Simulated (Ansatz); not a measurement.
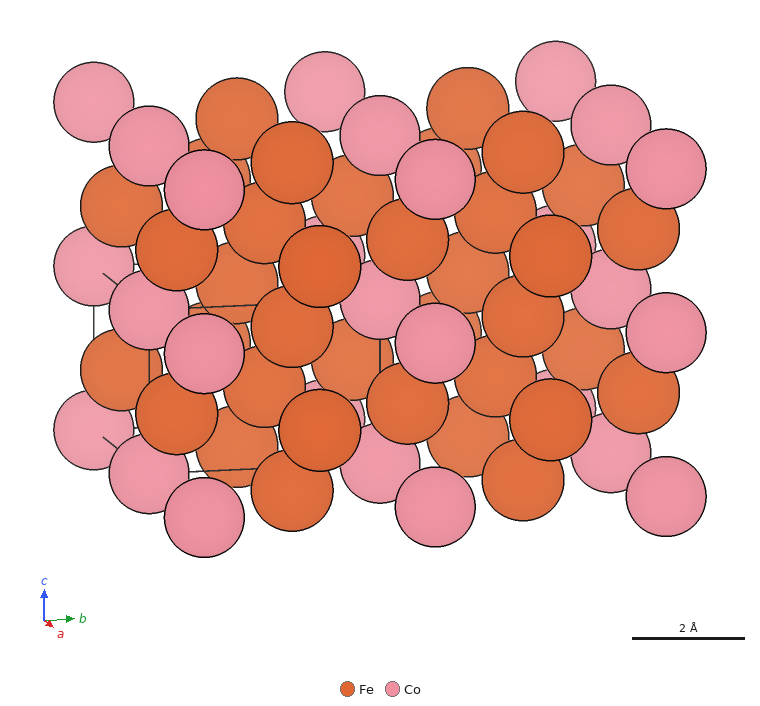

**Figure 1.** The structure (spheres-only view of the cell of the calculation, repeated 2 × 2 × 2, seen slightly off an axis). An atom can appear more than once, as a periodic image.

Run report: Fe$_{3}$Co, single-point calculation

The run: single-point calculation of Fe$_{3}$Co (4 atoms in the cell). Method and program: DFT PBEsol, scalar-relativistic, plane waves, PAW, spin-polarised (Ansatz 0.2.0).

The structure derives from a Materials Project entry. It belongs to a series of runs on one base structure; here: volume fm: 1.18 V/V0. Figures and captions count atoms from 1; the log counts them from 0 in places.

**Output**
```
Engine: ansatz 0.2.0, x86_64-unknown-linux-gnu
Pseudopotentials: kind: paw
Pseudopotential: Fe, paw, valence charge 16, recommended cutoff 420 eV (normal), Fe.paw.azcp
Pseudopotential: Co, paw, valence charge 17, recommended cutoff 420 eV (normal), Co.paw.azcp
Functional definition: PBEsol
  exchange = pbesol_x
  correlation = pbesol_c
Crystal: 4 atoms, lattice volume = 54.018 Å³
Basis set: ecut = 420 eV, 1049 PW (Γ), exchange–correlation on 60×60×40 points (8 copies of the dense FFT grid, shifted against one another)
Bands: 48, of which v1, the nominal top of the filled ones, is band 33 counted from 1 (32 counted from 0)
Symmetry: 16 space group operations
Space group: P4/mmm (ITA 123), of the structure as read, at distance tolerance 3.8e-5 Å
Magnetic group: BNS 123.339 (UNI 999), of the structure as read, at distance tolerance 3.8e-5 Å
k-points: 168 of 1400
Non-local potential: Fe, projectors of the file, l = 0: 3, l = 1: 2, l = 2: 3, l = 3: 1
Non-local potential: Co, projectors of the file, l = 0: 3, l = 1: 2, l = 2: 3, l = 3: 1
PAW form: soft (Blöchl's): semilocal exchange-correlation on the pseudo side does not see the compensation charge
PAW frozen core: Fe, regenerated for the run's functional, and the local potential with it (the file was generated under x = pbe(κ = 0.804, μ = 0.2195149727645171), c = pbe(β = 0.06672455060314922))
PAW frozen core: Co, regenerated for the run's functional, and the local potential with it (the file was generated under x = pbe(κ = 0.804, μ = 0.2195149727645171), c = pbe(β = 0.06672455060314922))
PAW one-centre angular grid: Fe, 590 points (default); XC on 64 Gauss nodes
PAW one-centre angular grid: Co, 590 points (default); XC on 64 Gauss nodes
Initial density: superposition of atomic densities (chi_scale 0.1, normalization cell)
Starting moments: Σ|m| = 15 μB on 4 of 4 sites
Initial wavefunctions: pseudopotential atomic-orbital guess
Functional: x = pbesol(κ = 0.804, μ = 0.12345679012345678), c = pbesol(β = 0.046)
iter 1 solved again at ethr=2.45e-3 eV; its pass at ethr=3.10e-3 eV (dr2=1.59e0 eV) is discarded
SCF iter   1: F=—  HF=-18437.774176 eV  |F-HF|=—  |Δ(HF+E_count)|=         —  Δρ=9.32e-2 (↑9.32e-2 ↓7.06e-2)  dr2=1.60e0  dr2_m=2.93e0  M=10.826 μB ∫|m|=11.179 μB  β_m=0.30  ethr=2.45e-3  ⟨swp⟩=1.1  Hψ=72985  notcnv=0
Mixer restart at iter 1: flushing history
preconditioner: auto → Kerker (q_TF=auto, 2.814 Å⁻¹)  [metal: Δε(μ)=0.000 eV  Ē_g=9.117 eV  σ=0.100 eV  W_gap=0.00  n_scr=18 (ndim 8)  ℏωp=29.0 eV  f_vac=0.000  D(μ)=4.27/eV (n_scr^D=46)]
spin=Collinear: Kerker preconditioning applied to the charge; magnetization (m = ρ↑ − ρ↓) channel mixes plain (no charge-response kernel on spin).
spin-set hold released at iteration 1 (the charge has settled, or the pull on large starting moments outlasts its swing): the magnetisation degrees of freedom join the quasi-Newton model from the next iteration; the mixer history was flushed
SCF iter   2: F=—  HF=-18438.119680 eV  |F-HF|=—  |Δ(HF+E_count)|=   3.46e-1  Δρ=6.74e-2 (↑6.74e-2 ↓5.99e-2)  dr2=1.61e0  dr2_m=1.51e0  M=10.531 μB ∫|m|=10.986 μB  β_m=0.43  ethr=2.45e-3  ⟨swp⟩=2.1  Hψ=21512  notcnv=0  defer=1
SCF iter   3: F=—  HF=-18438.741907 eV  |F-HF|=—  |Δ(HF+E_count)|=   6.22e-1  Δρ=1.20e-1 (↑4.62e-2 ↓1.20e-1)  dr2=8.23e0  dr2_m=1.99e0  M=10.207 μB ∫|m|=10.681 μB  β_m=0.18  ethr=2.45e-3  ⟨swp⟩=2.4  Hψ=27408  notcnv=0  defer=1129  recentre
SCF iter   4: F=—  HF=-18438.403194 eV  |F-HF|=—  |Δ(HF+E_count)|=   3.39e-1  Δρ=4.03e-2 (↑4.03e-2 ↓2.82e-2)  dr2=1.10e-1  dr2_m=5.52e-1  M=10.200 μB ∫|m|=10.749 μB  β_m=0.32  ethr=2.45e-3  ⟨swp⟩=2.3  Hψ=22104  notcnv=0  defer=1663
SCF iter   5: F=—  HF=-18438.585521 eV  |F-HF|=—  |Δ(HF+E_count)|=   1.82e-1  Δρ=8.16e-3 (↑3.68e-3 ↓8.16e-3)  dr2=5.53e-2  dr2_m=7.79e-3  M=9.804 μB ∫|m|=10.492 μB  β_m=0.30  ethr=1.69e-4  ⟨swp⟩=2.3  Hψ=26346  notcnv=0  defer=1690
SCF iter   6: F=—  HF=-18438.583841 eV  |F-HF|=—  |Δ(HF+E_count)|=   1.68e-3  Δρ=2.83e-3 (↑2.68e-3 ↓2.83e-3)  dr2=6.81e-3  dr2_m=1.24e-3  M=9.818 μB ∫|m|=10.498 μB  β_m=0.52  ethr=8.50e-5  ⟨swp⟩=1.5  Hψ=15676  notcnv=0  defer=1690
SCF iter   7: F=—  HF=-18438.584273 eV  |F-HF|=—  |Δ(HF+E_count)|=   4.31e-4  Δρ=3.17e-3 (↑1.65e-3 ↓3.17e-3)  dr2=4.35e-3  dr2_m=2.30e-3  M=9.839 μB ∫|m|=10.509 μB  β_m=0.74  ethr=1.05e-5  ⟨swp⟩=1.0  Hψ=14500  notcnv=0  defer=1690
SCF iter   8: F=—  HF=-18438.584765 eV  |F-HF|=—  |Δ(HF+E_count)|=   4.92e-4  Δρ=1.48e-3 (↑6.49e-4 ↓1.48e-3)  dr2=2.10e-3  dr2_m=1.81e-4  M=9.823 μB ∫|m|=10.498 μB  β_m=0.87  ethr=6.69e-6  ⟨swp⟩=1.0  Hψ=14437  notcnv=0  defer=1690
SCF iter   9: F=—  HF=-18438.584733 eV  |F-HF|=—  |Δ(HF+E_count)|=   3.22e-5  Δρ=8.61e-4 (↑2.63e-4 ↓8.61e-4)  dr2=6.32e-4  dr2_m=4.80e-5  M=9.821 μB ∫|m|=10.495 μB  β_m=0.77  ethr=3.24e-6  ⟨swp⟩=1.0  Hψ=14475  notcnv=0  defer=1690
SCF iter  10: F=—  HF=-18438.584700 eV  |F-HF|=—  |Δ(HF+E_count)|=   3.34e-5  Δρ=3.01e-4 (↑7.58e-5 ↓3.01e-4)  dr2=6.34e-5  dr2_m=7.11e-6  M=9.821 μB ∫|m|=10.495 μB  β_m=0.89  ethr=9.73e-7  ⟨swp⟩=1.0  Hψ=14437  notcnv=0  defer=1690
SCF iter  11: F=—  HF=-18438.584702 eV  |F-HF|=—  |Δ(HF+E_count)|=   1.99e-6  Δρ=1.36e-4 (↑2.81e-5 ↓1.36e-4)  dr2=1.25e-5  dr2_m=1.53e-6  M=9.821 μB ∫|m|=10.495 μB  β_m=0.92  ethr=9.75e-8  ⟨swp⟩=1.0  Hψ=14481  notcnv=0  defer=1690
SCF iter  12: F=—  HF=-18438.584701 eV  |F-HF|=—  |Δ(HF+E_count)|=   4.66e-7  Δρ=3.46e-5 (↑1.97e-5 ↓3.46e-5)  dr2=1.23e-6  dr2_m=8.24e-8  M=9.821 μB ∫|m|=10.495 μB  β_m=0.79  ethr=1.92e-8  ⟨swp⟩=1.0  Hψ=14445  notcnv=0  defer=1690
SCF iter  13: F=—  HF=-18438.584701 eV  |F-HF|=—  |Δ(HF+E_count)|=   7.05e-8  Δρ=3.34e-5 (↑1.22e-5 ↓3.34e-5)  dr2=9.56e-7  dr2_m=6.39e-8  M=9.821 μB ∫|m|=10.495 μB  β_m=0.71  ethr=1.90e-9  ⟨swp⟩=2.2  Hψ=18558  notcnv=0  defer=1690
SCF iter  14: F=—  HF=-18438.584701 eV  |F-HF|=—  |Δ(HF+E_count)|=   2.67e-8  Δρ=1.58e-5 (↑7.59e-6 ↓1.58e-5)  dr2=3.06e-7  dr2_m=1.35e-8  M=9.821 μB ∫|m|=10.495 μB  β_m=0.50  ethr=1.47e-9  ⟨swp⟩=1.0  Hψ=14437  notcnv=0  defer=1690
SCF iter  15: F=-18438.584701 eV  HF=-18438.584701 eV  |F-HF|=3.24e-8  |Δ(HF+E_count)|=   1.61e-8  Δρ=7.89e-6 (↑1.41e-6 ↓7.89e-6)  dr2=3.84e-8  dr2_m=5.92e-9  M=9.821 μB ∫|m|=10.495 μB  ethr=1.54e-10  ⟨swp⟩=11.4  Hψ=94925  notcnv=0
SCF 1 converged in 15 iterations: F = -18438.584701 eV  dr2 = 3.84e-8
  greatest PAW one-centre occupation: 1.002 electrons in one spin orbital (limit 2), on the Fe atom at site 1 (counted from 0), in its partial waves of l = 1
```

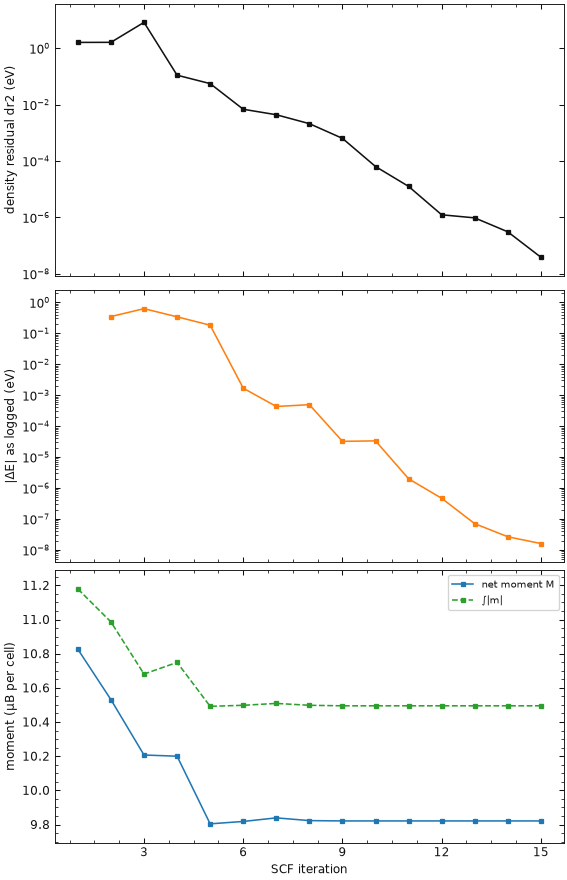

**Figure 2.** Convergence of the self-consistent field: density residual dr2, size of the energy change and magnetic moment against the SCF iteration. The residual comes down, with one marked jump up, by a factor of about 5, at step 3. The net moment goes from 10.8 to 9.8 μB per cell.

```
SCF converged after 15 iterations
Magnetization: 9.8213 μB (37.4106 up, 27.5894 down)
Absolute magnetization: 10.4959 μB (∫|ρ↑−ρ↓|, with the PAW one-centre terms)
Spin contamination: 0.2294 ħ² per cell (⟨S²⟩ above its minimum at these occupations)
Per-site moments (μB) at R_I (Å): [(2.6512689948984405, 1.0718367474997101), (2.808913916264717, 1.0718367474997101), (2.808913916264715, 1.0718367474997101), (1.845347471569154, 1.0718367474997101)]
Free energy (F): -18438.584701 eV
Harris-Foulkes:  -18438.584701 eV  (|F-HF|=3.24e-8)
Internal energy: -18438.574923 eV  (E = F + TS)
E sigma→0 (E₀):  -18438.579812 eV
Entropy (-TS):   -0.009778 eV (-2.445 meV/atom)
Fermi energy:    14.800135 eV
--- Per-component energies (eV) ---
  E_band       = -1114.046532
  E_kinetic    = 1483.844069
  E_local      = -9968.113467  (includes V_loc(G=0)·N_el)
  E_nonlocal   = 1125.807015
  E_hartree    = 4138.450802
  E_xc         = -500.469095
  E_vxc        = -647.251804  (∫ρ·V_xc dr)
  E_paw        = -5491.655053  (= ΣΔE_a)
  E_vpaw       = -1385.230385  (= ΣTr[D̂ρ^β])
  E_aug_tail   = 0.002411  (compensation charges beyond the density's cutoff)
  E_ewald      = -9227.167629
  E_core_change = 0.726024  (= ΣΔE_core)
  E_smearing   = -0.009778  (= −TS)
  E_closure    = 0.000000  (closes the sum)
  Σ components = -18438.584701   (vs F -18438.584701, Δ=0.00e0)
--- Forces (eV/Å), atoms counted from 1 ---
  atom   1  Fe    -0.00000000    -0.00000000    -0.00000000
  atom   2  Fe     0.00000000    -0.00000000    -0.00000000
  atom   3  Fe     0.00000000     0.00000000     0.00000000
  atom   4  Co     0.00000000     0.00000000     0.00000000
  max |Σ_I F_I| component: 1.34e-28 eV/Å
--- Stress (GPa, compression-positive) ---
      -27.582644      -0.000000      -0.000000
       -0.000000     -27.582644      -0.000000
       -0.000000      -0.000000     -27.206141
  P = ⅓ Tr σ = -27.4571 GPa (-274.571 kbar)
--- Band table (eV; the first three rows and the last of 336) ---
  k-point 0 ↑: bands = ["-80.9365", "-73.3627", "-73.3568", "-73.0191", "-44.3232", "-44.3150", "-44.3150", "-39.6021", "-39.6021", "-39.5111", "-39.4972", "-39.4742", "-39.4742", "-39.1608", "-39.1608", "-39.1516", "6.9131", "10.2800", "10.3716", "10.4901", "10.5017", "11.5728", "11.5728", "12.3273", "12.3627", "12.3627", "13.1081", "13.1840", "13.2998", "13.3631", "13.4309", "13.5154", "14.0915", "14.0915", "14.1751", "14.4450", "14.4450", "14.9551", "14.9551", "20.0863", "20.1677", "23.0484", "23.0484", "23.2573", "28.2679", "28.3784", "31.2105", "31.2808"]
  k-point 1 ↑: bands = ["-80.9364", "-73.3625", "-73.3567", "-73.0191", "-44.3242", "-44.3149", "-44.3149", "-39.6019", "-39.6019", "-39.5123", "-39.4989", "-39.4726", "-39.4726", "-39.1623", "-39.1623", "-39.1538", "7.0065", "10.3363", "10.4323", "10.5251", "10.5370", "11.5646", "11.5646", "12.3495", "12.3618", "12.3618", "13.1187", "13.1613", "13.3072", "13.3644", "13.4435", "13.5059", "13.8574", "13.8574", "14.1517", "14.1551", "14.1551", "15.5026", "15.5026", "20.1075", "20.1887", "22.5238", "23.2145", "23.2145", "28.3020", "28.8616", "30.5665", "30.5665"]
  k-point 2 ↑: bands = ["-80.9362", "-73.3620", "-73.3564", "-73.0190", "-44.3270", "-44.3145", "-44.3145", "-39.6015", "-39.6015", "-39.5158", "-39.5034", "-39.4681", "-39.4681", "-39.1664", "-39.1664", "-39.1598", "7.2834", "10.4960", "10.6064", "10.6283", "10.6359", "11.5429", "11.5429", "12.3614", "12.3614", "12.4150", "13.0861", "13.1487", "13.3237", "13.3237", "13.3275", "13.3681", "13.4800", "13.4855", "13.9391", "13.9391", "14.0828", "16.3400", "16.3400", "20.1772", "20.2576", "20.9923", "23.6940", "23.6940", "28.4058", "29.1570", "29.1570", "29.4549"]
  k-point 167 ↓: bands = ["-78.6835", "-70.1141", "-70.1141", "-69.9592", "-42.1463", "-42.1177", "-42.1177", "-36.4249", "-36.4078", "-36.4078", "-36.3878", "-36.3504", "-36.3076", "-36.1625", "-36.1625", "-36.1324", "11.7131", "11.7647", "11.7647", "11.8206", "13.3382", "13.5571", "13.5571", "13.7571", "15.0039", "15.1074", "15.1074", "15.2104", "15.5705", "15.5912", "16.0813", "16.0813", "16.4431", "16.5616", "16.5616", "16.6373", "16.6776", "17.0123", "17.0123", "17.2714", "21.4789", "21.7488", "21.7488", "21.9443", "31.1388", "31.1771", "31.1771", "31.3223"]
--- Löwdin populations: 4 sites ---
  site symbol       q [e]    m [muB]
     0     Fe     15.7900     2.6953
     1     Fe     15.7322     2.8461
     2     Fe     15.7322     2.8461
     3     Co     16.7632     1.8136
  spilling = 0.015115 (of n_electrons = 65.000000)
```

**File populations.tsv**
```
# site	symbol	l	j	q_up	q_dn
# orbitals = lowdin
# n_electrons = 65.000000
# spilling = 0.015115
0	Fe	0_3S	-	0.995346	0.995588
0	Fe	0_4S	-	0.464326	0.503021
0	Fe	1_3P	-	2.998925	2.998453
0	Fe	2_3D	-	4.784022	2.050286
1	Fe	0_3S	-	0.995519	0.995874
1	Fe	0_4S	-	0.468382	0.506768
1	Fe	1_3P	-	2.998986	2.998735
1	Fe	2_3D	-	4.826266	1.941652
2	Fe	0_3S	-	0.995519	0.995874
2	Fe	0_4S	-	0.468382	0.506768
2	Fe	1_3P	-	2.998986	2.998735
2	Fe	2_3D	-	4.826266	1.941652
3	Co	0_3S	-	0.995758	0.995862
3	Co	0_4S	-	0.459315	0.515317
3	Co	1_3P	-	2.999131	2.998795
3	Co	2_3D	-	4.834181	2.964822
```

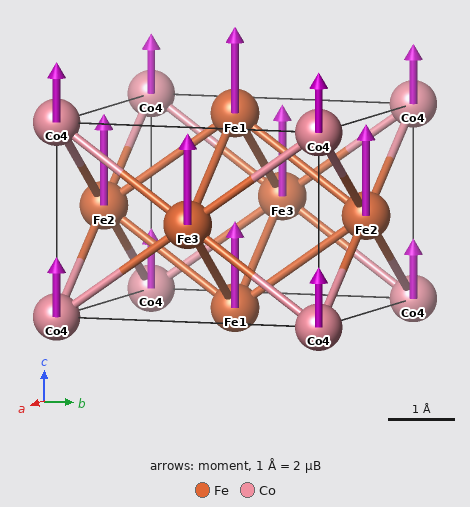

**Figure 3.** Magnetic moments of the sites as pink arrows (ball-and-stick view of the cell of the calculation, seen slightly off an axis; atoms are numbered from 1 in the order of the input); small moments hardly show. The run is collinear, so the axis drawn is arbitrary. Site moments: Fe2, Fe3 (2.81 μB); Fe1 (2.65 μB); Co4 (1.85 μB). They are counted near the atoms and needn't add up to the moment of the cell.

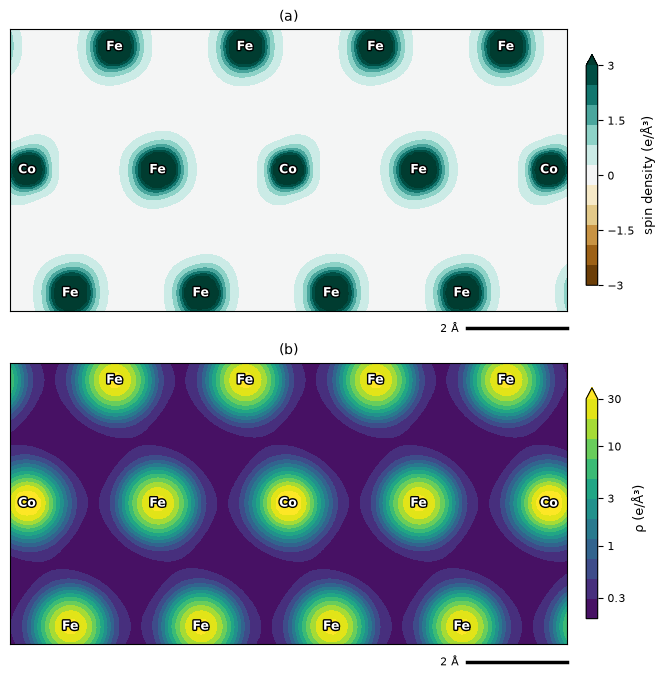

**Figure 4.** (a) spin density (up minus down); (b) valence electron density on the (111) plane of the conventional cell. Atoms in the plane: Fe and Co. Fe–Fe (2.60 Å): the density is about 0.28 e/Å³ at the midpoint. Fe–Co (2.60 Å): ρ is about 0.27 e/Å³ halfway. Away from the nuclei the density in this plane falls to 0.19 e/Å³ at its lowest. The cell of the calculation (4 atoms) carries 9.8 μB net. The fields are those of the smooth PAW valence density.

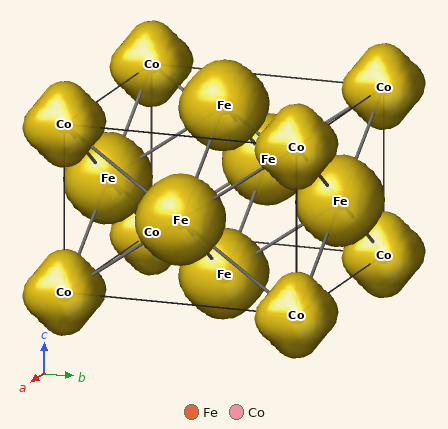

**Figure 5.** Isosurfaces of the spin density (up minus down) at +0.3 (yellow) and −0.3 e/Å³ (cyan), seen slightly off an axis. Sticks mark near contacts. The outline is the cell set on symmetry axes. The cell of the calculation (4 atoms) carries 9.8 μB net. Only one sign reaches the isovalue.

The run was set up as follows.

**Input**
```yaml
crystal:
  lattice:
    - [4.2518041347, 0.0, 0.0]
    - [0.0, 4.2518041347, 0.0]
    - [0.0, 0.0, 2.988097712]
  atoms:
    - { symbol: Fe, position: [0.5, 0.5, 0.0], spin: 4.0 }
    - { symbol: Fe, position: [0.5, 0.0, 0.5], spin: 4.0 }
    - { symbol: Fe, position: [0.0, 0.5, 0.5], spin: 4.0 }
    - { symbol: Co, position: [0.0, 0.0, 0.0], spin: 3.0 }
basis:
  ecutwfc: 420
kpoints:
  mp_grid: { grid: [10, 10, 14] }
hamiltonian:
  xc: pbesol
scf:
  occupations: { method: gaussian, width: 0.1 }
  lower_state_search: "off"
output:
  forces: true
  stress: true
  eigenvalues: true
  populations: true
  write_density: true
  write_potential: true
  elf: true
  volumetric_format: npy
magnetization:
  spin_polarized: true
```

Launched with:
```bash
ansatz run input.yaml --threads 1 --pin off --max-ram 2560MiB --backend cpu --events-out ev --progress --plain --runs-dir out
```

**Results in brief**

| quantity | value |
| --- | --- |
| outcome | converged |
| space group (tolerance 0.01 Å) | P4/mmm (123) |
| electrons treated | 65 |
| free energy | −18438.5847 eV |
| Fermi energy | 14.800 eV |
| gap on the k-point mesh | none (metallic) |
| net moment of the cell | 9.82 μB |
| integrated absolute moment | 10.50 μB |
| pressure | −27.46 GPa |
| largest force (length of the vector) | under 0.001 eV/Å |
| hardware | 1 thread of Intel Xeon (Sapphire Rapids), 192 GiB of memory available, shared host |
| wall time | 63 s |
| peak memory | 0.8 GiB |

**Notes**

The cell is under a tension of 27 GPa at this level, so it is not at its equilibrium volume.
